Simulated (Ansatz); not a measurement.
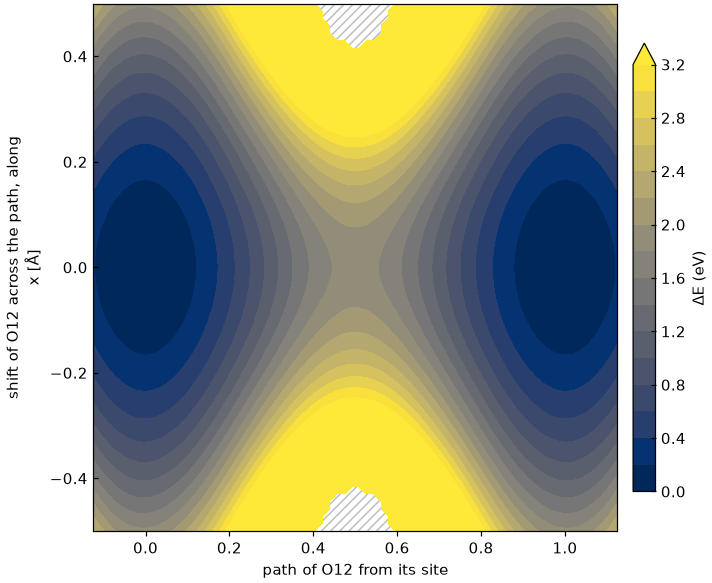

Energy landscape of HfO₂ (Fm-3m phase) with one O vacancy (14 atoms in the cell, cell charge +2). An atom moved over a plane that holds its own site and a neighbouring vacancy (x along [−1 −3 0], y along [3 −1 0], z along [0 0 1] of the conventional cell). Coordinates scanned: (1) path of O12 from its site (0) to the vacancy (1), 2.522 Å; (2) shift of O12 across the path, along x. Nothing is relaxed (all other atoms held at the sites of the perfect crystal). The grid has 11 × 9 points; 28 points were computed and 69 follow by symmetry. At 2 points there is no value (left out of the scan, as a rule where atoms come close). Points are written as (first, second). All energies are given in eV per cell relative to the lowest grid point. The band gap closes in part of the range. The cell is charged on a uniform background, without a charge correction. All numbers below come from DFT PBEsol, scalar-relativistic, plane waves, PAW (Ansatz). Settings: cutoff 420 eV, k-mesh 4×4×4, gaussian smearing 0.05 eV, no spin polarisation.

Drawn: filled contours, one colour for all values above the top of the scale, hatched blanks where no value was computed. Between grid points the surface is interpolated. 

Question: What does the map say about the system?

Answer: The lowest grid point is at (0.000, 0.000 Å) [nearest 4 Hf at 2.18 Å]; the map holds 2 wells of about this depth. No other kind of well shows on this grid. The highest grid point, (0.375, −0.500 Å) [nearest 1 Hf at 1.51 Å], lies 6.28 eV above the lowest. On the interpolated surface the easiest way out of the lowest well to a well of about the same depth near (1.000, 0.000 Å) [nearest 4 Hf at 2.18 Å] passes a barrier of about 1.9 eV.

The input of one point:

```yaml
crystal:
  lattice:
    - [0.0, 0.0, 5.0445920065]
    - [5.0445920065, -2.5222960033, 2.5222960033]
    - [2.5222960033, 5.0445920065, 2.5222960033]
  atoms:
    - { symbol: Hf, position: [0.8, 0.6, 0.8] }
    - { symbol: Hf, position: [1.0, 1.0, 0.0] }
    - { symbol: Hf, position: [0.2, 0.4, 0.2] }
    - { symbol: Hf, position: [0.4, 0.8, 0.4] }
    - { symbol: Hf, position: [0.6, 0.2, 0.6] }
    - { symbol: O, position: [0.25, 0.5, 0.5] }
    - { symbol: O, position: [0.45, 0.9, 0.7] }
    - { symbol: O, position: [0.65, 0.3, 0.9] }
    - { symbol: O, position: [0.85, 0.7, 0.1] }
    - { symbol: O, position: [0.15, 0.3, 0.9] }
    - { symbol: O, position: [0.35, 0.7, 0.1] }
    - { symbol: O, position: [0.55, 0.1, 0.3] }
    - { symbol: O, position: [0.75, 0.5, 0.5] }
    - { symbol: O, position: [0.95, 0.9, 0.7] }
total_charge: 2
basis:
  ecutwfc: 420
kpoints:
  mp_grid: { grid: [4, 4, 4] }
hamiltonian:
  xc: pbesol
  pseudopotentials: { kind: paw, azcp: { folder: soft_1 } }
scf:
  occupations: { method: gaussian, width: 0.05 }
output:
  forces: true
  stress: true
  eigenvalues: true
  write_density: true
  write_potential: true
  elf: true
  volumetric_format: npy
```

The whole map (28 points run) took 7 min on 4 threads of Intel(R) Xeon(R) 6975P-C (Granite Rapids), on a shared host.
